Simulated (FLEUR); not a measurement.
## A series of single points on CdF2

System: CdF2 (Fm-3m, 3 atoms in the cell).
Method: Kohn-Sham DFT of a periodic cell, PBEsol, all-electron, no spin polarisation (FLEUR MaX-R8.1 (later development tree)).

The 7 runs differ only in the geometry, by an even scaling of the cell at fixed fractional positions. The structure derives from an entry of the Crystallography Open Database.

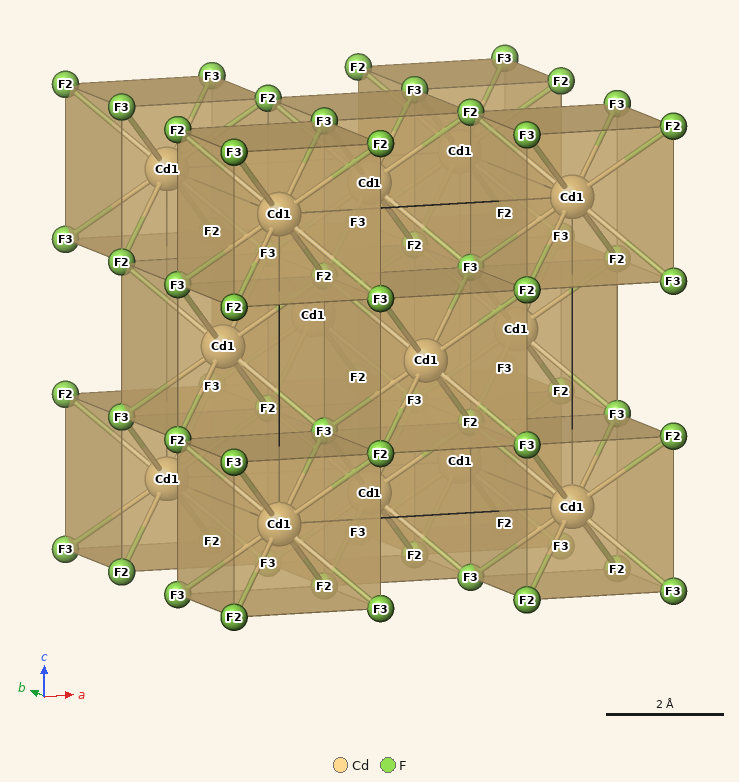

Figure 1. The structure of run 4 (polyhedral view of the cell 4 times as large as that of the calculation, set on its symmetry axes, seen slightly off an axis; polyhedra are completed across the faces of the cell; atoms are numbered from 1 in the order of the input). An atom can appear more than once, as a periodic image.

### Input of run 4
```
<?xml version="1.0" encoding="UTF-8" standalone="no"?>
<fleurInput fleurInputVersion="0.39">
   <comment>
      CdF2                                                                                                
   </comment>
   <calculationSetup>
      <cutoffs Kmax="4.62" Gmax="14.3" GmaxXC="14.3" numbands="0"/>
      <scfLoop itmax="60" minDistance="0.00001" maxIterBroyd="15" imix="Anderson" alpha="0.05" precondParam="0.0" spinf="2.0" sdNocoIR="T"/>
      <coreElectrons ctail="T" frcor="F" kcrel="0" coretail_lmax="0"/>
      <xcFunctional name="PBEs" relativisticCorrections="F"/>
      <magnetism jspins="1"/>
      <soc l_soc="F" theta="0.0" phi="0.0" spav="F"/>
      <expertModes spex="0" secvar="F"/>
      <geometryOptimization l_f="T" forcealpha="1.0" forcemix="BFGS" epsdisp="0.0005" epsforce="0.0002"/>
      <ldaU l_linMix="F" mixParam="0.05" spinf="1.0"/>
   </calculationSetup>
   <cell>
      <bzIntegration valenceElectrons="34.0" mode="hist" fermiSmearingEnergy="0.00183747">
         <kPointListSelection listName="default-1"/>
         <!-- k-points included here -->
         <xi:include xmlns:xi="http://www.w3.org/2001/XInclude" href="kpts.xml"> </xi:include>
      </bzIntegration>
      <!-- symmetry operations included here -->
      <xi:include xmlns:xi="http://www.w3.org/2001/XInclude" href="sym.xml"> </xi:include>
      <bulkLattice scale="1.0">
         <bravaisMatrix>
            <row-1>    0.0000000000000000     5.0909221796723996     5.0909221796723996</row-1>
            <row-2>    5.0909221796723996     0.0000000000000000     5.0909221796723996</row-2>
            <row-3>    5.0909221796723996     5.0909221796723996     0.0000000000000000</row-3>
         </bravaisMatrix>
      </bulkLattice>
   </cell>
   <atomSpecies>
      <species name="Cadmium (Cd)" element="Cd" atomicNumber="48">
         <mtSphere radius="2.4" gridPoints="817" logIncrement="0.016"/>
         <atomicCutoffs lmax="10" lnonsphr="10"/>
         <electronConfig flipSpins="F">
            <coreConfig>(1s1/2) (2s1/2) (2p1/2) (2p3/2) (3s1/2) (3p1/2) (3p3/2) (3d3/2) (3d5/2)</coreConfig>
            <valenceConfig>(4s1/2) (4p1/2) (4p3/2) (5s1/2) (4d3/2) (4d5/2)</valenceConfig>
         </electronConfig>
         <energyParameters s="5" p="5" d="4" f="4"/>
         <lo type="SCLO" l="0" n="4" eDeriv="0"/>
         <lo type="SCLO" l="1" n="4" eDeriv="0"/>
         <lo type="SCLO" l="1" n="4" eDeriv="1"/>
         <lo type="SCLO" l="2" n="4" eDeriv="2"/>
         <lo type="SCLO" l="3" n="4" eDeriv="2"/>
      </species>
      <species name="Fluorine (F)" element="F" atomicNumber="9">
         <mtSphere radius="1.56" gridPoints="533" logIncrement="0.02"/>
         <atomicCutoffs lmax="8" lnonsphr="8"/>
         <electronConfig flipSpins="F">
            <coreConfig>(1s1/2)</coreConfig>
            <valenceConfig>(2s1/2) (2p1/2) (2p3/2)</valenceConfig>
            <stateOccupation state="(2p1/2)" spinUp="0.833333" spinDown="0.833333"/>
            <stateOccupation state="(2p3/2)" spinUp="1.666667" spinDown="1.666667"/>
         </electronConfig>
         <energyParameters s="2" p="2" d="3" f="4"/>
         <lo type="SCLO" l="0" n="2" eDeriv="2"/>
         <lo type="SCLO" l="1" n="2" eDeriv="2"/>
         <lo type="SCLO" l="2" n="3" eDeriv="2"/>
      </species>
   </atomSpecies>
   <atomGroups>
      <atomGroup species="Cadmium (Cd)">
         <relPos label="                   1">.0000000000 .0000000000 .0000000000</relPos>
         <force calculate="T" relaxXYZ="TTT"/>
      </atomGroup>
      <atomGroup species="Fluorine (F)">
         <relPos label="                   2">-1.000/4.000 -1.000/4.000 -1.000/4.000</relPos>
         <relPos label="                   3">1.000/4.000 1.000/4.000 1.000/4.000</relPos>
         <force calculate="T" relaxXYZ="TTT"/>
      </atomGroup>
   </atomGroups>
   <output dos="F" band="F" slice="F">
      <checks vchk="F" cdinf="F"/>
      <bandDOS minEnergy="-.5*Htr" maxEnergy="0.5*Htr" sigma="0.015" storeEVData="T"/>
      <vacuumDOS vacdos="F" integ="F" star="F" nstars="0" locx1="0.0" locy1="0.0" locx2="0.0" locy2="0.0" nstm="0" tworkf="0.0"/>
      <unfoldingBand unfoldBand="F" supercellX="1" supercellY="1" supercellZ="1"/>
      <plotting iplot="0" polar="F">
         <plot TwoD="T" vec1="  1.0  0.0  0.0" vec2="  0.0  1.0  0.0" vec3="  0.0  0.0  1.0" zero="  0.0  0.0  0.0" file="plot"/>
      </plotting>
      <chargeDensitySlicing numkpt="0" minEigenval="0.0" maxEigenval="0.0" nnne="0" pallst="F"/>
      <specialOutput eonly="F"/>
      <moessbauerParams electricFieldGradient="T" isomerShift="T" coreHyperfine="T" valenceHyperfine="T"/>
      <magneticCircularDichroism mcd="F" energyLo="-10.0" energyUp="0.0"/>
   </output>
  <!-- We include the file relax.xml here to enable relaxations (see documentation) -->
  <xi:include xmlns:xi="http://www.w3.org/2001/XInclude" href="relax.xml"> <xi:fallback/> </xi:include>
</fleurInput>
```

Command:
```bash
inpgen -f crystal.txt -profile fastHighL; mpirun -n 4 fleur_MPI -pe_per_kpt 1
```

Lattice vectors (Å) and fractional positions of run 4:
```
   0.000000    2.694000    2.694000
   2.694000    0.000000    2.694000
   2.694000    2.694000    0.000000
Cd  0.000000  0.000000  0.000000
F   0.750000  0.750000  0.750000
F   0.250000  0.250000  0.250000
```

Run 5 has the same physical settings and fractional positions; its lattice vectors (Å) are:
```
   0.000000    2.711842    2.711842
   2.711842    0.000000    2.711842
   2.711842    2.711842    0.000000
```

### Results, with one run withheld

| run | volume per atom (Å³) | free energy per atom, from the lowest run given (meV) | gap on the mesh (eV) |
| --- | --- | --- | --- |
| 1 | 12.253 | 16.08 | 3.17 |
| 2 | 12.513 | 6.95 | 3.09 |
| 3 | 12.774 | 1.59 | 3.02 |
| 4 | 13.035 | 0.00 | 2.95 |
| 5 | 13.295 | ? | ? |
| 6 | 13.556 | 7.88 | 2.82 |
| 7 | 13.817 | 15.95 | 2.75 |

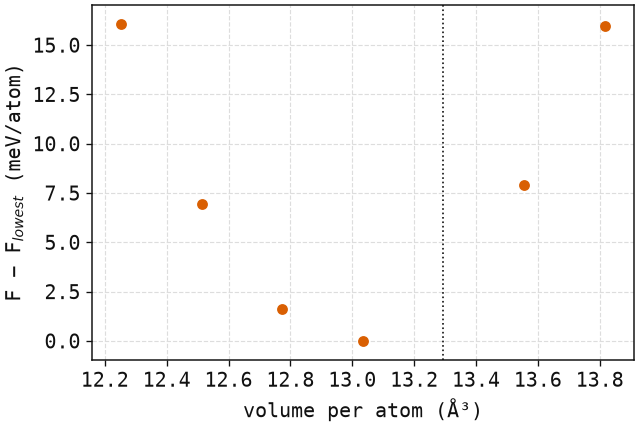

Figure 2. Free energy per atom of the runs given; the dotted line marks run 5.

What should run 5 give?

A cubic polynomial in V^(−2/3) (the Birch–Murnaghan form), fitted to the 6 runs given, misses them by at most 0.20 meV per atom. With x = V^(−2/3) − 0.18113 Å⁻², it reads F = 0.19634 + 176.78 x + 3.0323e+05 x² − 6.8658e+05 x³ (meV per atom). At run 5 it gives 2.32 meV per atom, and the run itself gives 2.61. The fit has its minimum at 13.004 Å³ per atom, where V d²F/dV² gives 109 GPa: the bulk modulus at this level, since symmetry fixes the shape and the positions. The gap on the mesh goes, without turning, from 3.17 eV in run 1 to 2.75 eV in run 7; run 5 has 2.89 eV. These are gaps of this functional on this mesh, which can miss the band edges; they aren't the measured gap.

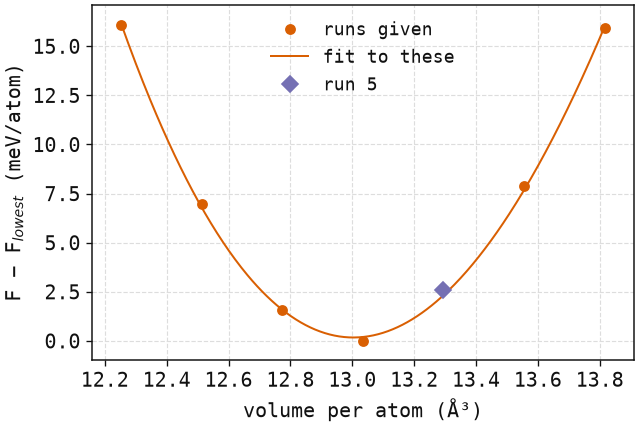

Figure 3. The fit and the withheld run.

### Output (run 5)
```
Welcome to FLEUR        (www.flapw.de)
      MaX-Release 8.1          (www.max-centre.eu)

 ========== k-point set info ==========
 Selected k-point list: default-1
 k-point list type: mesh
 9 x 9 x 9
 Number of k points: 35

 ------------Calculation Setup---------------------------
 Number of MPI-tasks      :            4
 Number of PE/node        :            4
 Number of OMP-threads    :            1
 Using exactly            1  PE per kpt
 k-points in parallel     :            4
 pe's per k-point         :            1
 No of k-point loops      :            8
 Info/Warning             : your k-point parallelism is not fully load-balanced
 Using exactly            1  PE per kpt
 Using exactly            1  PE per kpt
 Using exactly            1  PE per kpt
 Eigenvalue solver        :       lapack
 Number of basis functions:          564
 Approximate size of matrices (H+S) per k-point:         0.005 GB
 --------------------------------------------------------

 Iteration:     1   Distance:      18.24577188 me/bohr^3

 Iteration:     2   Distance:      15.57885104 me/bohr^3

 Iteration:     3   Distance:       5.87662430 me/bohr^3

 Iteration:     4   Distance:       5.70355240 me/bohr^3

 Iteration:     5   Distance:       1.37845481 me/bohr^3

 Iteration:     6   Distance:       0.37270395 me/bohr^3

 Iteration:     7   Distance:       0.56022534 me/bohr^3

 Iteration:     8   Distance:       0.05953509 me/bohr^3

 Iteration:     9   Distance:       0.05256807 me/bohr^3

 Iteration:    10   Distance:       0.01043411 me/bohr^3

 Iteration:    11   Distance:       0.00449449 me/bohr^3

 Iteration:    12   Distance:       0.00061120 me/bohr^3

 Iteration:    13   Distance:       0.00008276 me/bohr^3

 Iteration:    14   Distance:       0.00002783 me/bohr^3

 Iteration:    15   Distance:       0.00000778 me/bohr^3

 ********************************************************************
 Run finished successfully
 Stop message:
   all done
 ********************************************************************
```
